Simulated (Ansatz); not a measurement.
Consider B15P17 (cell charge +1, with a compensating background) (cell with a defect).

The calculation's input:

```
crystal:
  lattice:
    - [-4.5481928018, -4.5481928018, -4.5481928018]
    - [-4.5481928018, 4.5481928018, 4.5481928018]
    - [4.5481928018, 4.5481928018, -4.5481928018]
  atoms:
    - { symbol: P, position: [0.5032489763, 0.2511958527, 0.2552418235], spin: 0.2 }
    - { symbol: B, position: [0.247938835, 0.2499607854, 0.5046464779] }
    - { symbol: B, position: [-0.0003339836, 0.2499514164, 0.7507840533] }
    - { symbol: B, position: [0.499666422, 0.7499678515, 0.7507972952] }
    - { symbol: B, position: [0.4996675027, 0.5038263654, -0.0009478679] }
    - { symbol: B, position: [0.2479404254, 0.5038076229, 0.2507988554] }
    - { symbol: B, position: [0.0052306016, 0.5016809865, 0.5025236149] }
    - { symbol: B, position: [0.7514000785, 0.5016900486, 0.7563832975] }
    - { symbol: B, position: [0.7535161066, 0.2499651592, 0.999053405] }
    - { symbol: B, position: [0.4996684473, -0.0017778839, 0.5046690345] }
    - { symbol: B, position: [0.2458059785, -0.0038964329, 0.745198779] }
    - { symbol: B, position: [0.2458167729, 0.7443711353, -0.0030504984] }
    - { symbol: B, position: [0.9996642075, 0.7499472289, 0.250787738] }
    - { symbol: B, position: [0.7513923795, 0.7555373938, 0.502526747] }
    - { symbol: B, position: [-0.0058942867, -0.0038844323, -0.0030436689] }
    - { symbol: B, position: [0.7535146808, -0.0017848131, 0.2507968922] }
    - { symbol: P, position: [0.4992771905, -0.0298332632, 0.2548001173], spin: 0.2 }
    - { symbol: P, position: [0.2479069852, -0.0017972118, 0.4979622736] }
    - { symbol: P, position: [0.0007390933, 0.002785037, 0.7518681388] }
    - { symbol: P, position: [0.4996660076, 0.5017222908, 0.7497229909] }
    - { symbol: P, position: [0.4945564529, 0.2478182457, -0.0281077186], spin: 0.2 }
    - { symbol: P, position: [0.2199542931, 0.2504186605, 0.2494858748], spin: 0.2 }
    - { symbol: P, position: [-0.0014156885, 0.2499493756, 0.5025418533] }
    - { symbol: P, position: [0.7514236331, 0.2499595299, 0.7497181474] }
    - { symbol: P, position: [0.7468465464, -0.0017786204, -0.0009450366] }
    - { symbol: P, position: [0.4996630583, 0.7488902123, 0.5025569264] }
    - { symbol: P, position: [0.2524860703, 0.751037643, 0.7518747006] }
    - { symbol: P, position: [0.247907679, 0.4971247884, -0.0009624087] }
    - { symbol: P, position: [-0.0014150143, 0.5017012289, 0.2507918542] }
    - { symbol: P, position: [0.7781382405, 0.5296719524, 0.5300527013], spin: 0.2 }
    - { symbol: P, position: [0.0007437149, 0.7510291472, 0.003627927] }
    - { symbol: P, position: [0.7514199278, 0.7488772115, 0.2507936622] }
  host:
    lattice:
      - [0.0, 2.2740964009, 2.2740964009]
      - [2.2740964009, 0.0, 2.2740964009]
      - [2.2740964009, 2.2740964009, 0.0]
    atoms:
      - { symbol: B, position: [0.0, 0.0, 0.0] }
      - { symbol: P, position: [0.25, 0.25, 0.25] }
total_charge: 1
basis:
  ecutwfc: 420
  xc_grid: 2
kpoints:
  mp_grid: { grid: [2, 2, 2], shift: [0.5, 0.5, 0.5] }
hamiltonian:
  xc: pbe
scf:
  occupations: { method: gaussian, width: 0.01 }
output:
  forces: true
  stress: false
  eigenvalues: true
  populations: true
  charged_corrections:
    defect_position: [0.5, 0.25, 0.25]
    epsilon: [[9.2563, 0.0, 0.0], [0.0, 9.2563, 0.0], [0.0, 0.0, 9.2563]]
  write_density: true
  write_potential: true
  elf: true
  volumetric_format: npy
magnetization:
  spin_polarized: true
relax:
  adjacent_minimum: "off"
  f_tol: 0.025
  max_steps: 45
```

Run with:

```sh
ansatz run input.yaml --threads 4 --pin off --max-ram 10240MiB --backend cpu --events-out ev --progress --plain --runs-dir out
```

The fields are those of the relaxed geometry.

Spin-polarised.

The calculation used Ansatz, DFT PBE, scalar-relativistic, plane waves, PAW.

Question: What can the converged valence pseudo-density and electron localisation function tell about the bonding?

Answer: B–P (1.95 Å): ρ at the midpoint is about 0.91 e/Å³; the ELF peaks at about 0.95 between the atoms.
P–P (2.17 Å): ρ at the midpoint is about 0.84 e/Å³; the ELF peaks at about 0.95 between the atoms.

Question: Metal or insulator at this level of theory?

Answer: It is metallic or semimetallic at this level of theory: no gap opens.

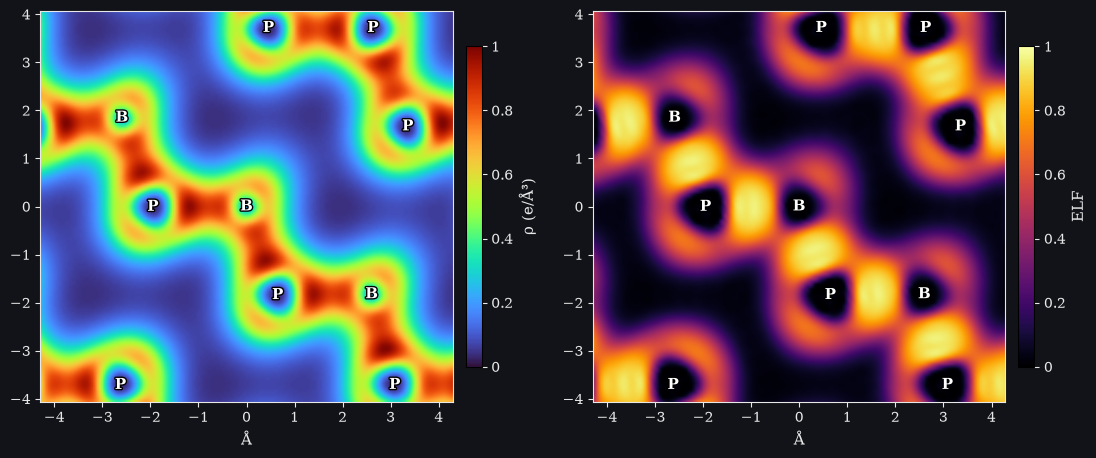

Computed valence pseudo-density and electron localisation function on the (100) plane of the calculation cell, in this order. 

Core electrons are frozen (PAW), and the valence fields are smoothed inside the atomic spheres.
